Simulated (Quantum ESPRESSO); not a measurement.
**Band-structure run of Sr (part 2 of 2)**

The same run, continued: Sr (Fm-3m, 1 atom in the cell); Kohn-Sham DFT of a periodic cell, AM05, SG15 PBE 1.2, no spin polarisation (Quantum ESPRESSO 7.5); cutoff 925.19 eV, 8×8×8 k-mesh, fermi-dirac of 0.05 eV. The structure derives from an entry of the Crystallography Open Database.

Geometry of the input (Å; fractional positions):
```
0.0000  3.0423  3.0423
3.0423  0.0000  3.0423
3.0423  3.0423  0.0000
Sr 0.0000  0.0000  0.0000
```

What the program printed, continued
```
     iteration #  6     ecut=    68.00 Ry     beta= 0.50
     Davidson diagonalization with overlap
     ethr =  1.56E-09,  avg # of iterations =  2.0

     total energy              =     -62.13786931 Ry
     estimated scf accuracy    <          9.7E-09 Ry

     iteration #  7     ecut=    68.00 Ry     beta= 0.50
     Davidson diagonalization with overlap
     ethr =  9.75E-11,  avg # of iterations =  2.3

     total energy              =     -62.13786931 Ry
     estimated scf accuracy    <          1.6E-09 Ry

     iteration #  8     ecut=    68.00 Ry     beta= 0.50
     Davidson diagonalization with overlap
     ethr =  1.56E-11,  avg # of iterations =  2.0

     End of self-consistent calculation

          k = 0.0000 0.0000 0.0000 (  3647 PWs)   bands (ev):

   -31.6908 -13.5492 -13.5492 -13.5492   1.2340   7.2110   7.2110   7.2110
     8.6642   8.6642

          k = 0.0884 0.0884-0.0884 (  3605 PWs)   bands (ev):

   -31.6890 -13.5768 -13.5530 -13.5530   1.4780   6.8435   7.3151   7.3151
     8.5315   8.5315

          k = 0.1768 0.1768-0.1768 (  3602 PWs)   bands (ev):

   -31.6845 -13.6423 -13.5619 -13.5619   2.1578   6.1188   7.3593   7.3593
     8.6066   8.6066

          k = 0.2652 0.2652-0.2652 (  3609 PWs)   bands (ev):

   -31.6801 -13.7066 -13.5709 -13.5709   3.0961   5.3781   7.1605   7.1605
     9.2367   9.2367

          k =-0.3536-0.3536 0.3536 (  3600 PWs)   bands (ev):

   -31.6783 -13.7328 -13.5746 -13.5746   3.7455   4.8755   7.0575   7.0575
     9.6872   9.6872

          k = 0.1768 0.0000 0.0000 (  3615 PWs)   bands (ev):

   -31.6884 -13.5760 -13.5591 -13.5591   1.5588   6.7626   7.3679   7.3679
     8.1055   8.7912

          k = 0.2652 0.0884-0.0884 (  3609 PWs)   bands (ev):

   -31.6848 -13.6245 -13.5698 -13.5670   2.0940   6.2449   7.2775   7.5057
     7.9997   8.9346

          k = 0.3536 0.1768-0.1768 (  3596 PWs)   bands (ev):

   -31.6804 -13.6855 -13.5793 -13.5787   2.9649   5.6021   6.8691   7.4069
     8.6818   9.4099

          k =-0.2652-0.4419 0.4419 (  3602 PWs)   bands (ev):

   -31.6777 -13.7215 -13.5909 -13.5807   3.8604   4.9507   6.7052   7.2557
     9.4754   9.7112

          k =-0.1768-0.3536 0.3536 (  3609 PWs)   bands (ev):

   -31.6783 -13.7129 -13.5945 -13.5746   3.6023   5.1731   6.7046   7.2772
     9.1171   9.8386

          k =-0.0884-0.2652 0.2652 (  3605 PWs)   bands (ev):

   -31.6819 -13.6655 -13.5869 -13.5640   2.6512   5.8629   6.9082   7.5135
     8.2924   9.3256

          k = 0.0000-0.1768 0.1768 (  3601 PWs)   bands (ev):

   -31.6863 -13.6089 -13.5698 -13.5550   1.8688   6.4533   7.2309   7.5481
     8.0883   8.7873

          k = 0.3536 0.0000 0.0000 (  3591 PWs)   bands (ev):

   -31.6825 -13.6386 -13.5829 -13.5829   2.4552   5.9930   6.9776   7.8620
     7.8620   9.1265

          k = 0.4419 0.0884-0.0884 (  3589 PWs)   bands (ev):

   -31.6789 -13.6774 -13.5988 -13.5935   3.1684   5.6327   6.4091   8.0003
     8.4490   9.4988

          k =-0.1768-0.5303 0.5303 (  3595 PWs)   bands (ev):

   -31.6762 -13.7015 -13.6224 -13.5955   4.0801   5.1713   6.1125   7.8327
     9.0457   9.7764

          k =-0.0884-0.4419 0.4419 (  3597 PWs)   bands (ev):

   -31.6760 -13.6964 -13.6404 -13.5877   4.3983   5.0629   5.9563   7.6949
     9.1501   9.1773

          k = 0.0000-0.3536 0.3536 (  3599 PWs)   bands (ev):

   -31.6783 -13.6810 -13.6264 -13.5747   3.4850   5.6985   6.0947   7.6730
     8.4488   9.8968

          k = 0.5303 0.0000 0.0000 (  3599 PWs)   bands (ev):

   -31.6766 -13.6983 -13.6065 -13.6065   3.6208   5.4305   6.1042   8.7350
     8.7350   9.5150

          k =-0.0884-0.6187 0.6187 (  3591 PWs)   bands (ev):

   -31.6748 -13.7099 -13.6244 -13.6102   4.2138   5.2859   5.8388   8.7353
     9.1604   9.8533

          k = 0.0000-0.5303 0.5303 (  3580 PWs)   bands (ev):

   -31.6745 -13.6923 -13.6556 -13.6025   4.7821   5.0925   5.6550   8.2555
     8.6322   9.4997

          k =-0.7071 0.0000 0.0000 (  3572 PWs)   bands (ev):

   -31.6742 -13.7222 -13.6163 -13.6163   4.2469   5.2321   5.8366   9.6972
     9.9836  10.0162

          k = 0.3536 0.1768 0.0000 (  3598 PWs)   bands (ev):

   -31.6812 -13.6583 -13.5957 -13.5734   2.7299   5.8933   6.6937   7.8344
     8.0265   9.3929

          k =-0.2652-0.4419 0.6187 (  3594 PWs)   bands (ev):

   -31.6777 -13.6929 -13.6160 -13.5841   3.6386   5.4352   6.2467   7.6275
     8.7470   9.9038

          k =-0.1768-0.3536 0.5303 (  3600 PWs)   bands (ev):

   -31.6762 -13.7077 -13.6224 -13.5898   4.4024   4.8551   6.2043   7.5024
     9.1338   9.9173

          k =-0.1768-0.5303 0.7071 (  3603 PWs)   bands (ev):

   -31.6762 -13.6947 -13.6214 -13.6027   3.8786   5.4535   5.9475   8.1171
     8.8544   9.9372

          k =-0.0884-0.4419 0.6187 (  3600 PWs)   bands (ev):

   -31.6747 -13.6908 -13.6483 -13.6069   4.6814   5.1748   5.7256   7.6299
     9.1627   9.9840

          k = 0.0000-0.3536 0.5303 (  3589 PWs)   bands (ev):

   -31.6754 -13.6810 -13.6570 -13.5975   4.4916   5.4659   5.5364   7.6198
     9.1276   9.3376

          k =-0.7071 0.1768 0.0000 (  3596 PWs)   bands (ev):

   -31.6741 -13.7068 -13.6320 -13.6172   4.5272   5.2930   5.7142   8.0724
     9.9860  10.1087

          k =-0.7071 0.3536 0.0000 (  3636 PWs)   bands (ev):

   -31.6741 -13.6696 -13.6696 -13.6181   4.9430   5.4742   5.4742   7.0609
     9.9884  10.1346

     the Fermi energy is     4.8249 ev

!    total energy              =     -62.13786931 Ry
     estimated scf accuracy    <          5.8E-11 Ry
     smearing contrib. (-TS)   =      -0.00066397 Ry
     internal energy E=F+TS    =     -62.13720534 Ry

     The total energy is F=E-TS. E is the sum of the following terms:
     one-electron contribution =     -28.53179405 Ry
     hartree contribution      =      14.69365327 Ry
     xc contribution           =      -8.42520841 Ry
     ewald contribution        =     -39.87385615 Ry

     convergence has been achieved in   8 iterations

     Forces acting on atoms (cartesian axes, Ry/au):

     atom    1 type  1   force =     0.00000000    0.00000000    0.00000000

     Total force =     0.000000     Total SCF correction =     0.000000

     Computing stress (Cartesian axis) and pressure

          total   stress  (Ry/bohr**3)                   (kbar)     P=       -5.97
  -0.00004056   0.00000000   0.00000000           -5.97        0.00        0.00
   0.00000000  -0.00004056   0.00000000            0.00       -5.97        0.00
   0.00000000   0.00000000  -0.00004056            0.00        0.00       -5.97

=------------------------------------------------------------------------------=
   JOB DONE.
=------------------------------------------------------------------------------=
```

File pp_density.out
```
This program is part of the open-source Quantum ESPRESSO suite
     for quantum simulation of materials; please cite
         "P. Giannozzi et al., J. Phys.:Condens. Matter 21 395502 (2009);
         "P. Giannozzi et al., J. Phys.:Condens. Matter 29 465901 (2017);
         "P. Giannozzi et al., J. Chem. Phys. 152 154105 (2020);
          URL
     in publications or presentations arising from this work. More details at

     ./tmp/pwscf.save/

     WARNING: libxc functional with ID  120 depends
      on external parameters: check the user_guide of
      QE if you need to modify them or to check their
      default values.

     WARNING: libxc functional with ID  135 depends
      on external parameters: check the user_guide of
      QE if you need to modify them or to check their
      default values.

     IMPORTANT: XC functional enforced from input :
     Exchange-correlation= XC-000I-000I-120L-135L-000I-000I
                           (   0   0 120 135   0   0   0)
     Any further DFT definition will be discarded
     Please, verify this is what you really want

     G-vector sticks info
     --------------------
     sticks:   dense  smooth     PW     G-vecs:    dense   smooth      PW
     Sum        1237    1237    367                28763    28763    4621

     Using Slab Decomposition

     Calling punch_plot, plot_num =   0
     Writing data to file  density.dat
     Reading data from file  density.dat

     Writing data to be plotted to file density.cube
     Plot Type: 3D                     Output format: Gaussian cube

=------------------------------------------------------------------------------=
   JOB DONE.
=------------------------------------------------------------------------------=
```

File pp_potential.out
```
This program is part of the open-source Quantum ESPRESSO suite
     for quantum simulation of materials; please cite
         "P. Giannozzi et al., J. Phys.:Condens. Matter 21 395502 (2009);
         "P. Giannozzi et al., J. Phys.:Condens. Matter 29 465901 (2017);
         "P. Giannozzi et al., J. Chem. Phys. 152 154105 (2020);
          URL
     in publications or presentations arising from this work. More details at

     ./tmp/pwscf.save/

     WARNING: libxc functional with ID  120 depends
      on external parameters: check the user_guide of
      QE if you need to modify them or to check their
      default values.

     WARNING: libxc functional with ID  135 depends
      on external parameters: check the user_guide of
      QE if you need to modify them or to check their
      default values.

     IMPORTANT: XC functional enforced from input :
     Exchange-correlation= XC-000I-000I-120L-135L-000I-000I
                           (   0   0 120 135   0   0   0)
     Any further DFT definition will be discarded
     Please, verify this is what you really want

     G-vector sticks info
     --------------------
     sticks:   dense  smooth     PW     G-vecs:    dense   smooth      PW
     Sum        1237    1237    367                28763    28763    4621

     Using Slab Decomposition

     Calling punch_plot, plot_num =  11
     Writing data to file  potential.dat
     Reading data from file  potential.dat

     Writing data to be plotted to file potential.cube
     Plot Type: 3D                     Output format: Gaussian cube

=------------------------------------------------------------------------------=
   JOB DONE.
=------------------------------------------------------------------------------=
```

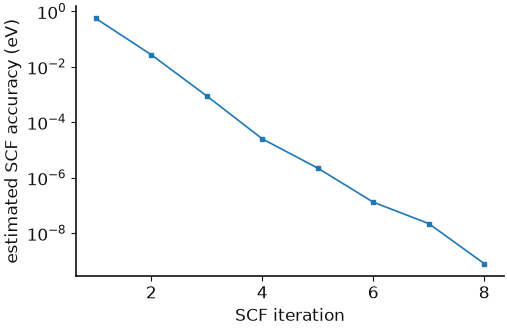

*Convergence of the self-consistent field: estimated SCF accuracy against the iteration.*

The field takes 8 iterations in all.
